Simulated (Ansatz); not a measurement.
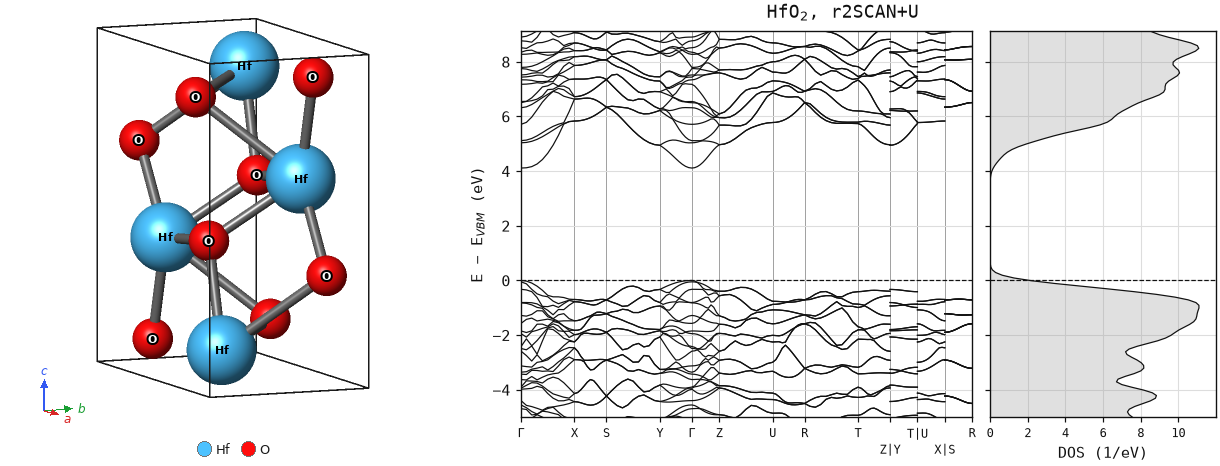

Band structure and density of states, beside the structure. Energies are counted from the top of the valence band. The DOS curve is built from the levels of the k mesh with Gaussians 0.55 eV wide, which also blur the band edges; ripples of that width can come from the mesh.

The material is HfO₂, space group Pnma, 12 atoms in the cell; a = 5.56 Å, b = 3.33 Å, c = 6.50 Å, α = 90.00°, β = 90.00°, γ = 90.00°.

Level of theory: r2SCAN, Hf d U = 1 eV, Ansatz PAW, no spin polarisation, no spin-orbit coupling, 5×8×4 k mesh, 500 eV cutoff; code Ansatz 0.2.0.

Metal, semiconductor or insulator, and what is the gap?

Answer. An insulator. The gap along this path is 4.11 eV and direct: both edges lie at Γ.

How much do the top valence band and the lowest conduction band disperse along the path?

Answer. The top valence band spans 0.8 eV and the lowest conduction band 2.4 eV.

How many bands meet at the valence-band top?

Answer. The top valence level at Γ is a single band, not degenerate (spin aside). The next level lies only 0.05 eV lower.

What are the direct gaps at Γ, R and S?

Answer. The direct gaps are 4.11 eV at Γ, 7.22 eV at R and 7.05 eV at S.

Spin-orbit coupling is left out, which matters for Hf. The PAW data sets were made with another functional. The usual form of HfO2 is monoclinic. In reduced coordinates of the cell that was run, X is (0, −0.5, 0), S is (−0.5, −0.5, 0), Y is (−0.5, 0, 0), Z is (0, 0, −0.5), U is (0, −0.5, −0.5), R is (−0.5, −0.5, −0.5) and T is (−0.5, 0, −0.5).
